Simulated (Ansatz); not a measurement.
Input

```
crystal:
  lattice:
    - [5.0894359798, 0.0, 0.0]
    - [0.0, -5.0894359798, 0.0]
    - [0.0, 0.0, -5.0894359798]
  atoms:
    - { symbol: Zr, position: [0.0, 0.0, 0.0] }
    - { symbol: Zr, position: [0.5, 0.5, 0.0] }
    - { symbol: Zr, position: [0.5, 0.0, 0.5] }
    - { symbol: Zr, position: [0.0, 0.5, 0.5] }
    - { symbol: O, position: [0.25, 0.25, 0.25] }
    - { symbol: O, position: [0.75, 0.75, 0.25] }
    - { symbol: O, position: [0.75, 0.25, 0.75] }
    - { symbol: O, position: [0.25, 0.75, 0.75] }
    - { symbol: O, position: [0.75, 0.75, 0.75] }
    - { symbol: O, position: [0.25, 0.25, 0.75] }
    - { symbol: O, position: [0.25, 0.75, 0.25] }
    - { symbol: O, position: [0.75, 0.25, 0.25] }
basis:
  ecutwfc: 500
kpoints:
  mp_grid: { grid: [6, 6, 6] }
hamiltonian:
  xc: r2scan
scf:
  occupations: { method: gaussian, width: 0.05 }
output:
  forces: true
  stress: true
  eigenvalues: true
  write_density: true
  write_potential: true
  elf: true
  volumetric_format: npy
```

Run with:

```sh
ansatz run input.yaml --threads 1 --pin off --max-ram 2560MiB --backend cpu --events-out ev --progress --plain --runs-dir out
```

Below, planes, directions and counts refer to the conventional cell (a = 5.09 Å, b = 5.09 Å, c = 5.09 Å, α = 90.00°, β = 90.00°, γ = 90.00°).

Space group Fm-3m.

These are results of Ansatz 0.2.0, DFT r2SCAN, scalar-relativistic, plane waves, PAW, not measurements.

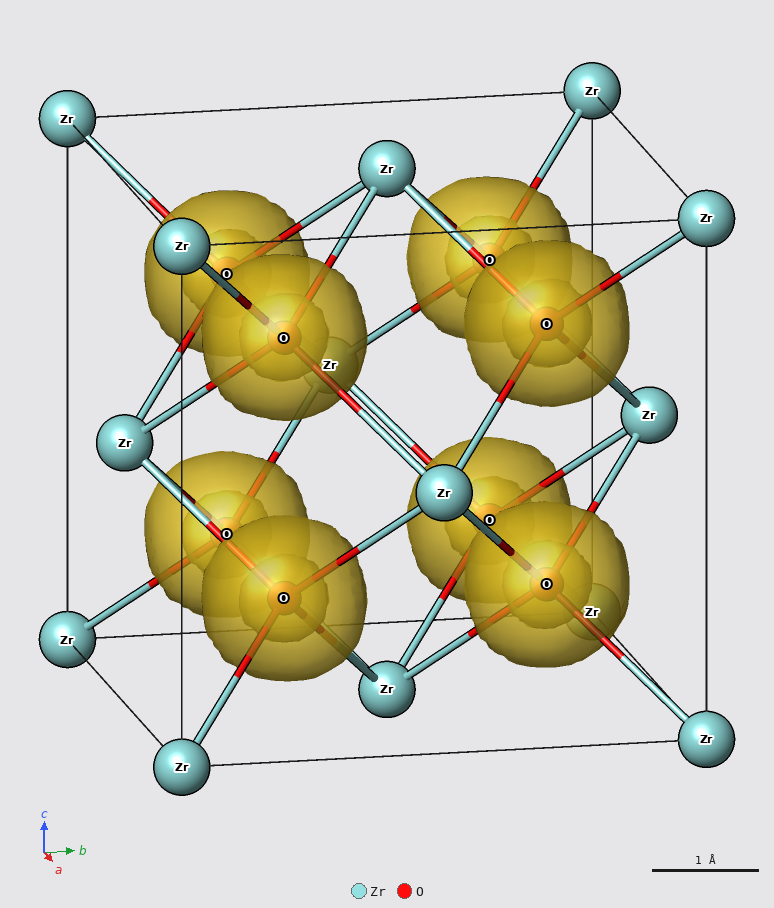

ZrO2. Isosurface of the ELF at 0.75 (yellow), seen slightly off an axis. Only the valence region is drawn (cores and ρ < 0.01 e/Å³ removed). Sticks mark near contacts.

In a PAW calculation such maps are meaningful between the atoms, not at the nuclei.

### Identify the bonds, lone pairs and shells in this picture.

The surface consists of eight regions wrapped around O (the valence shell of each), counted in one cell of 12 atoms. Regions shared between cells count once.

Values along the shortest contacts:
Zr–O (2.20 Å): the ELF peaks at about 0.85 in the valence shell of O, 0.6 Å from its nucleus, and drops to about 0.20 between the two atoms (no localised pair shows between them).

### Metal or insulator at this level of theory?

It is gapped, with a Kohn–Sham gap of 3.9 eV on the k-point mesh, an upper bound to the gap of this method.
